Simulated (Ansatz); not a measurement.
# Co: what the fields show

Input

```
crystal:
  lattice:
    - [2.5200971126, 0.0, 0.0]
    - [-1.2600485563, 2.1824681195, 0.0]
    - [0.0, 0.0, 4.1167599708]
  atoms:
    - { symbol: Co, position: [0.3333333333, 0.6666666667, 0.740139], spin: 2.0 }
    - { symbol: Co, position: [0.6666666667, 0.3333333333, 0.259861], spin: 2.0 }
hamiltonian:
  xc: r2scan
  pseudopotentials: { kind: paw }
magnetization:
  spin_polarized: true
kpoints:
  mp_grid: { grid: [12, 12, 7] }
scf:
  occupations: { method: fermi_dirac, width: 0.05 }
output:
  forces: true
  stress: true
  eigenvalues: true
  write_density: true
  write_potential: true
  elf: true
  volumetric_format: npy
```

Command:

```sh
ansatz run input.yaml --threads 2 --pin off --max-ram 5632MiB --backend cpu --events-out ev --progress --plain --runs-dir out
```

Below, planes, directions and counts refer to the conventional cell (a = 2.52 Å, b = 2.52 Å, c = 4.12 Å, α = 90.00°, β = 90.00°, γ = 120.00°).

Space group P-3m1; a structure from a database of computed crystals, not necessarily the ambient phase; computed pressure about −11 GPa in this cell; spin-polarised.

Level of theory: Ansatz, Kohn-Sham DFT of a periodic cell, r2SCAN, Ansatz PAW.

The density is the valence pseudo-density of a PAW calculation; it isn't the true density close to the nuclei.

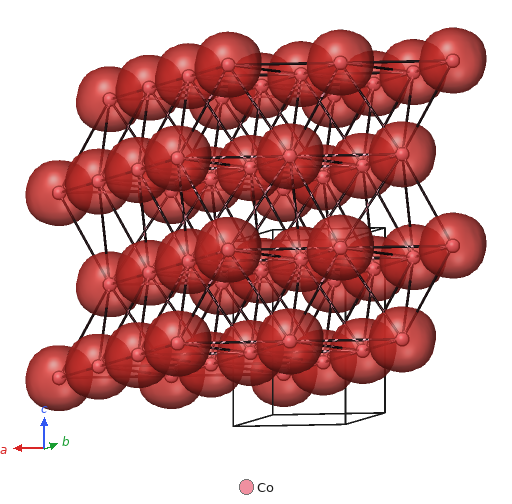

Figure 1. Isosurfaces of the magnetisation density (up minus down) at +0.2 (red) and −0.2 e/Å³ (blue), seen at an oblique angle. Sticks mark near contacts.

**Which atoms carry the moments, and with what signs?**

The spin density sits on Co: +1.9 μB (×2) in one cell of 2 atoms: parallel moments (a ferromagnetic arrangement) in this solution. The cell of the calculation (2 atoms) carries 3.6 μB of net spin moment. Only one sign reaches the isovalue.

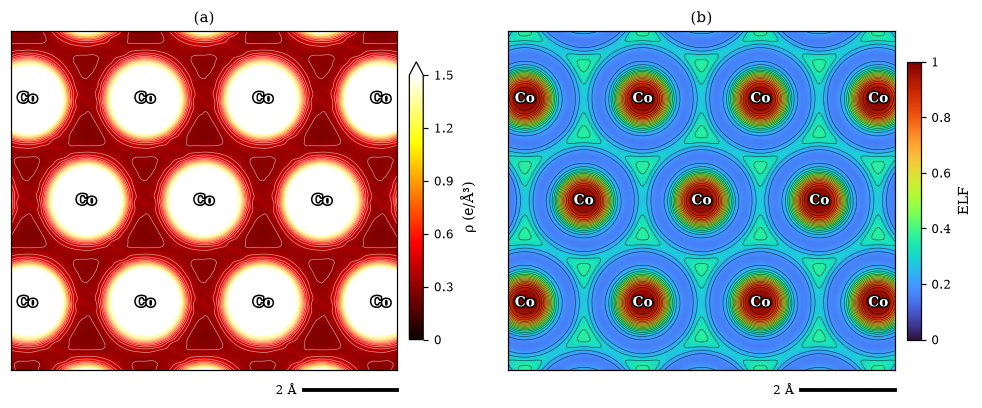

Figure 2. (a) valence pseudo-density; (b) electron localisation function on the (001) plane of the conventional cell.

**Read the bonding off the picture.**

Atoms in the plane: Co. Co–Co (2.52 Å): ρ is about 0.34 e/Å³ halfway; the ELF is about 0.30 at the midpoint: no shared electron pair shows on this line. Between the atoms the lowest density in this plane is 0.26 e/Å³. The features right at Co lie inside the PAW spheres, where the map follows smoothed inner orbitals and isn't to be read closely.

**Does the calculation give a band gap?**

It is gapless in this calculation (a metal or semimetal).
